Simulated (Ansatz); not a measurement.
**Run report: AlRu, single-point calculation**

AlRu (R-3m, 2 atoms in the cell), computed with DFT PBE, scalar-relativistic, plane waves, PAW, no spin polarisation (Ansatz 0.2.0).

The structure derives from an entry of the Crystallography Open Database. It belongs to a series of runs on one base structure; here: ratio of the length along [111] to the lengths across it x 1.2, volume and fractional coordinates fixed.

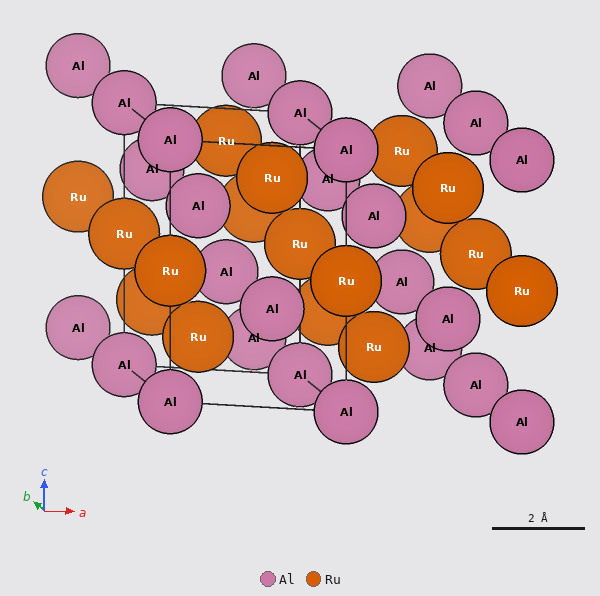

*The structure (spheres-only view of the cell 3 times as large as that of the calculation, set on its symmetry axes, repeated 2 × 2 × 1, seen slightly off an axis). An atom can appear more than once, as a periodic image.*

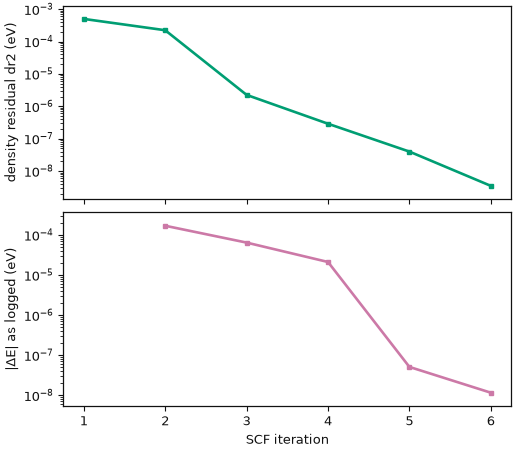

*Convergence of the self-consistent field: density residual dr2 and size of the energy change against the SCF iteration.*

The residual falls at every step.

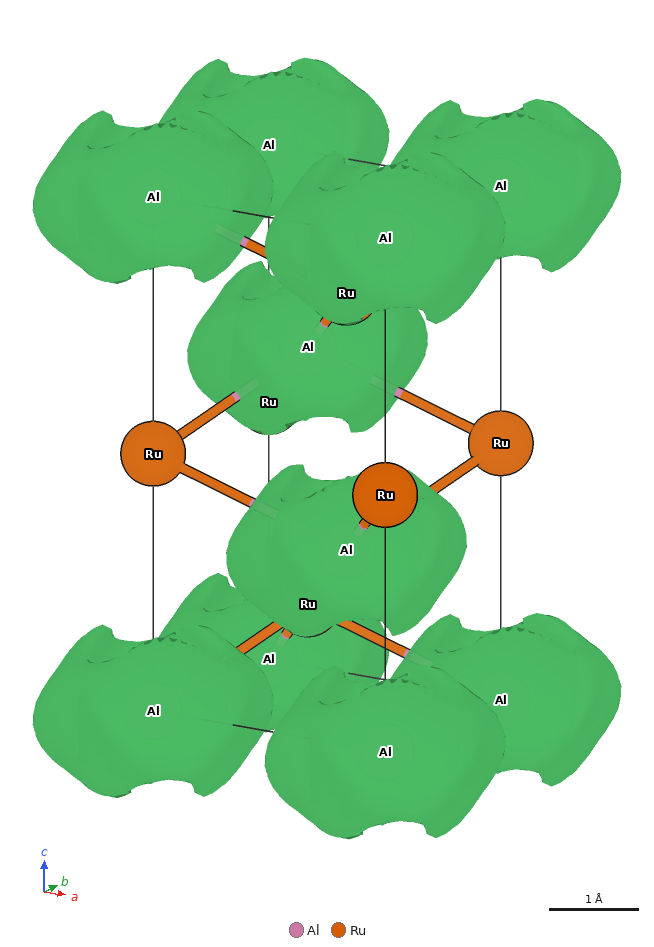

*Isosurface of the electron localisation function at 0.45 (green), seen slightly off an axis. Core shells and regions of very low density are left out. Sticks mark near contacts. The outline is the cell set on symmetry axes.*

Profiles from the grid: Al–Ru (2.50 Å): the ELF is about 0.40 at the midpoint; no localised pair between them. Core electrons are frozen (PAW), so the fields are smoothed inside the atomic spheres.

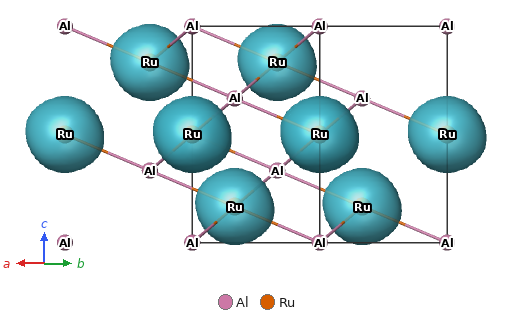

*Isosurface of the valence pseudo-density at 0.6 e/Å³ (cyan), seen along [110]. Sticks mark near contacts. The outline is the cell set on symmetry axes.*

At this value the density breaks into separate islands; it holds about 70 % of the electrons treated as valence (semicore included). It is pinched off along the Al–Ru (2.50 Å) contacts. On the grid the lowest density along these lines, outside the cores, is 0.3 e/Å³ (Al–Ru, 2.50 Å).

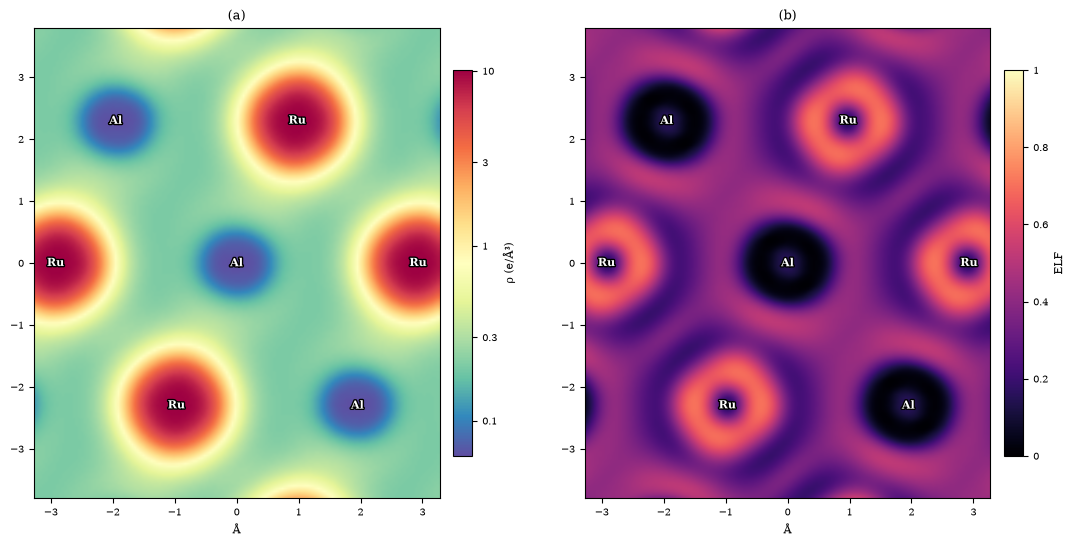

*(a) valence charge density (pseudo); (b) ELF on the (110) plane of the conventional cell.*

Al–Ru (2.50 Å): the density is about 0.42 e/Å³ at the midpoint; the ELF is about 0.40 at the midpoint; no localised pair between them. Away from the nuclei the density in this plane falls to 0.2 e/Å³ at its lowest. The strong features right at Ru lie inside the PAW spheres (semicore, d or f shells) and say nothing about bonding.

The input that produced these results follows, with the program's output.

**Input**
```yaml
crystal:
  lattice:
    - [3.0028836096, 0.1876802256, 0.1876802256]
    - [0.1876802256, 3.0028836096, 0.1876802256]
    - [0.1876802256, 0.1876802256, 3.0028836096]
  atoms:
    - { symbol: Al, position: [0.0, 0.0, 0.0] }
    - { symbol: Ru, position: [0.5, 0.5, 0.5] }
basis:
  ecutwfc: 420
kpoints:
  mp_grid: { grid: [18, 18, 18] }
hamiltonian:
  xc: pbe
scf:
  occupations: { method: gaussian, width: 0.15 }
output:
  forces: true
  stress: true
  eigenvalues: true
  write_density: true
  write_potential: true
  elf: true
  volumetric_format: npy
```

Command:
```bash
ansatz run input.yaml --threads 1 --pin off --max-ram 2560MiB --backend cpu --events-out ev --progress --plain --runs-dir out
```

**What the program printed**
```
Engine: ansatz 0.2.0, x86_64-unknown-linux-gnu
Pseudopotentials: kind: paw
Pseudopotential: Al, paw, valence charge 3, recommended cutoff 420 eV (normal), Al.paw.azcp
Pseudopotential: Ru, paw, valence charge 16, recommended cutoff 420 eV (normal), Ru.paw.azcp
Functional definition: PBE
  parameter kappa = 0.804
  parameter beta = 0.06672455060314922
  exchange = pbe_x(kappa = kappa, mu = beta*pi^2/3)
  correlation = pbe_c(beta = beta)
Crystal: 2 atoms, lattice volume = 26.774 Å³
Basis set: ecut = 420 eV, 511 PW (Γ), exchange–correlation on 48×48×48 points (8 copies of the dense FFT grid, shifted against one another)
Bands: 14, of which v1, the nominal top of the filled ones, is band 10 counted from 1 (9 counted from 0)
Symmetry: 12 space group operations
Space group: R-3m (ITA 166), of the structure as read, at distance tolerance 3.0e-5 Å
k-points: 580 of 5832
Non-local potential: Al, projectors of the file, l = 0: 2, l = 1: 2, l = 2: 1
Non-local potential: Ru, projectors of the file, l = 0: 3, l = 1: 2, l = 2: 2, l = 3: 1
PAW form: soft (Blöchl's): semilocal exchange-correlation on the pseudo side does not see the compensation charge
PAW one-centre angular grid: Al, 110 points (default); XC on 64 Gauss nodes
PAW one-centre angular grid: Ru, 590 points (default); XC on 64 Gauss nodes
Initial density: superposition of atomic densities (neutral atoms: chi_scale 0, normalization atom), corrected by the library's trained network
Initial wavefunctions: pseudopotential atomic-orbital guess
Functional: x = pbe(κ = 0.804, μ = 0.2195149727645171), c = pbe(β = 0.06672455060314922)
SCF iter   1: F=—  HF=-6417.114653 eV  |F-HF|=—  |Δ(HF+E_count)|=         —  Δρ=1.90e-3  dr2=5.01e-4  ethr=1.77e-3  ⟨swp⟩=5.0  Hψ=41532  notcnv=0
preconditioner: auto → none  [metal: Δε(μ)=0.001 eV  Ē_g=8.876 eV  σ=0.150 eV  W_gap=0.00  n_scr=6 (ndim 8)  ℏωp=23.8 eV  f_vac=0.000  D(μ)=1.72/eV (n_scr^D=20)  sad-step TF]
SCF iter   2: F=—  HF=-6417.114483 eV  |F-HF|=—  |Δ(HF+E_count)|=   1.70e-4  Δρ=1.10e-3  dr2=2.24e-4  ethr=2.64e-6  ⟨swp⟩=2.0  Hψ=16310  notcnv=0
SCF iter   3: F=—  HF=-6417.114418 eV  |F-HF|=—  |Δ(HF+E_count)|=   6.46e-5  Δρ=1.66e-4  dr2=2.25e-6  ethr=1.18e-6  ⟨swp⟩=2.1  Hψ=13540  notcnv=0
SCF iter   4: F=—  HF=-6417.114397 eV  |F-HF|=—  |Δ(HF+E_count)|=   2.12e-5  Δρ=4.11e-5  dr2=2.89e-7  ethr=1.18e-8  ⟨swp⟩=2.0  Hψ=10670  notcnv=0
iter 5 did not close the SCF: its close was put off for the readings that it lacked (scf_convergence_deferred on its scf_iter line)
SCF iter   5: F=-6417.114397 eV  HF=-6417.114397 eV  |F-HF|=3.74e-8  |Δ(HF+E_count)|=   5.10e-8  Δρ=1.54e-5  dr2=3.98e-8  ethr=1.52e-9  ⟨swp⟩=2.0  Hψ=12977  notcnv=0
SCF iter   6: F=-6417.114397 eV  HF=-6417.114397 eV  |F-HF|=3.34e-9  |Δ(HF+E_count)|=   1.16e-8  Δρ=4.84e-6  dr2=3.48e-9  ethr=2.10e-10  ⟨swp⟩=5.3  Hψ=43425  notcnv=0
SCF 1 converged in 6 iterations: F = -6417.114397 eV  dr2 = 3.48e-9
  greatest PAW one-centre occupation: 0.999 electrons in one spin orbital (limit 2), on the Ru atom at site 1 (counted from 0), in its partial waves of l = 0
SCF converged after 6 iterations
Free energy (F): -6417.114397 eV
Harris-Foulkes:  -6417.114397 eV  (|F-HF|=3.34e-9)
Internal energy: -6417.094967 eV  (E = F + TS)
E sigma→0 (E₀):  -6417.104682 eV
Entropy (-TS):   -0.019430 eV (-9.715 meV/atom)
Fermi energy:    16.064543 eV
--- Per-component energies (eV) ---
  E_band       = -119.970060
  E_kinetic    = 544.617853
  E_local      = -1799.136449  (includes V_loc(G=0)·N_el)
  E_nonlocal   = 355.428320
  E_hartree    = 638.766522
  E_xc         = -232.494647
  E_vxc        = -271.058290  (∫ρ·V_xc dr)
  E_paw        = -3929.578782  (= ΣΔE_a)
  E_vpaw       = -227.357139  (= ΣTr[D̂ρ^β])
  E_aug_tail   = -0.000176  (compensation charges beyond the density's cutoff)
  E_ewald      = -1994.697607
  E_smearing   = -0.019430  (= −TS)
  E_closure    = 0.000000  (closes the sum)
  Σ components = -6417.114397   (vs F -6417.114397, Δ=0.00e0)
--- Forces (eV/Å), atoms counted from 1 ---
  atom   1  Al     0.00000000     0.00000000     0.00000000
  atom   2  Ru     0.00000000     0.00000000     0.00000000
  max |Σ_I F_I| component: 5.51e-29 eV/Å
--- Stress (GPa, compression-positive) ---
        7.999761      -9.843017      -9.843017
       -9.843017       7.999761      -9.843017
       -9.843017      -9.843017       7.999761
  P = ⅓ Tr σ = 7.9998 GPa (79.998 kbar)
--- Band table (eV; the first three rows and the last of 580) ---
  k-point 0: bands = ["-55.6565", "-25.6415", "-25.6415", "-25.6043", "6.4789", "12.6415", "12.6415", "15.7844", "15.7844", "16.4788", "22.2244", "22.2244", "22.6808", "27.5140"]
  k-point 1: bands = ["-55.6560", "-25.6453", "-25.6411", "-25.6062", "6.5393", "12.6583", "12.6608", "15.7144", "15.7690", "16.4452", "21.9940", "22.3521", "22.7272", "27.3643"]
  k-point 2: bands = ["-55.6548", "-25.6584", "-25.6398", "-25.6092", "6.7188", "12.6987", "12.7164", "15.5263", "15.7173", "16.3665", "21.3386", "22.7111", "22.9686", "26.9598"]
  k-point 579: bands = ["-55.6147", "-25.8060", "-25.7656", "-25.7656", "11.1276", "11.7138", "11.7138", "16.9562", "17.5364", "17.5364", "20.4672", "21.3497", "21.3497", "22.5613"]
```

**Results in brief**

| quantity | value |
| --- | --- |
| outcome | converged |
| space group (tolerance 0.01 Å) | R-3m (166) |
| electrons treated | 19 |
| free energy | −6417.1144 eV |
| Fermi energy | 16.065 eV |
| gap on the k-point mesh | none (metallic) |
| pressure | 8.00 GPa |
| largest force (length of the vector) | under 0.001 eV/Å |
| hardware | 1 thread of Intel Xeon (Sapphire Rapids), 32 GiB of memory available, shared host |
| wall time | 9 s |
| peak memory | 0.52 GiB |

**Remarks**

The cell is under a pressure of 8.0 GPa at this level, so it is not at its equilibrium volume.
